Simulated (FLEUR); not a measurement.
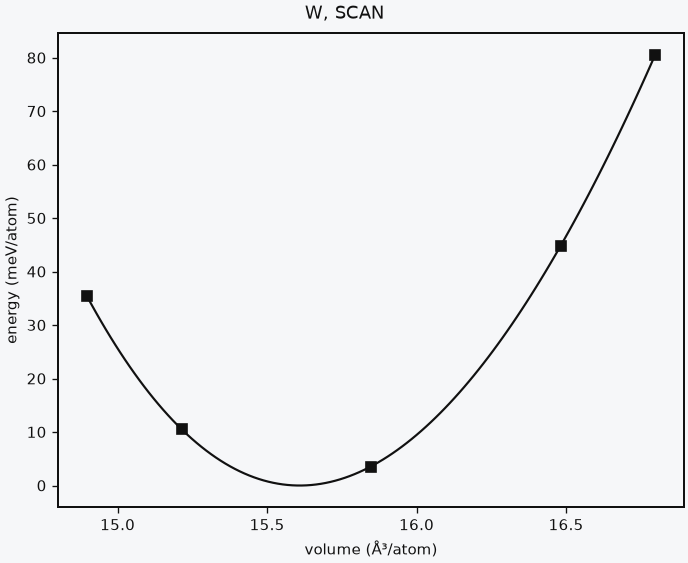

The picture above shows the energy against volume for W, space group Im-3m (No. 229).

Structure:
```yaml
crystal:
  lattice:
    - [-1.58234, 1.58234, 1.58234]
    - [1.58234, -1.58234, 1.58234]
    - [1.58234, 1.58234, -1.58234]
  atoms:
    - { symbol: W, position: [0.00000, 0.00000, 0.00000] }
```

How it was computed, with FLEUR MaX-R8.1 (later development tree): all-electron LAPW DFT, no spin polarisation; energies at scaled volumes of the given cell, shape and fractions fixed, counted from the fit's minimum, third-order Birch-Murnaghan fit. Level: SCAN.

- k mesh: 12×12×12
- occupations: Fermi–Dirac
- smearing width: 0.05 eV
- potentials: all electron
- program settings: basis FLAPW, kmax 4.17 1/bohr

This calculation gives: equilibrium volume 15.61 Å³/atom and bulk modulus 323 GPa.

Now the level changes from SCAN to r2SCAN. What happens?

The equilibrium volume rises from 15.61 to 15.93 Å³/atom (+2.0 %) and the bulk modulus falls from 323 to 316 GPa (−2.2 %).

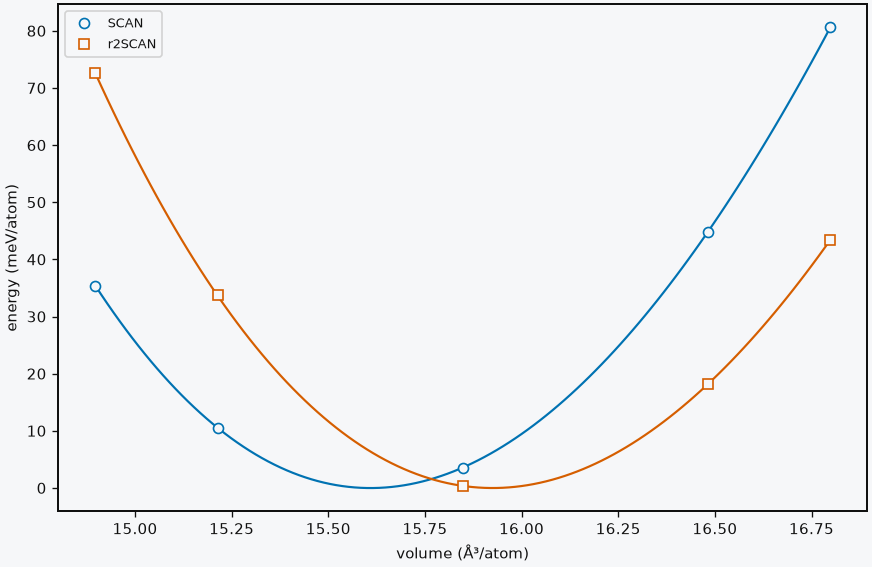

The two results together.

V0 and the bulk modulus come from third-order Birch–Murnaghan fits.
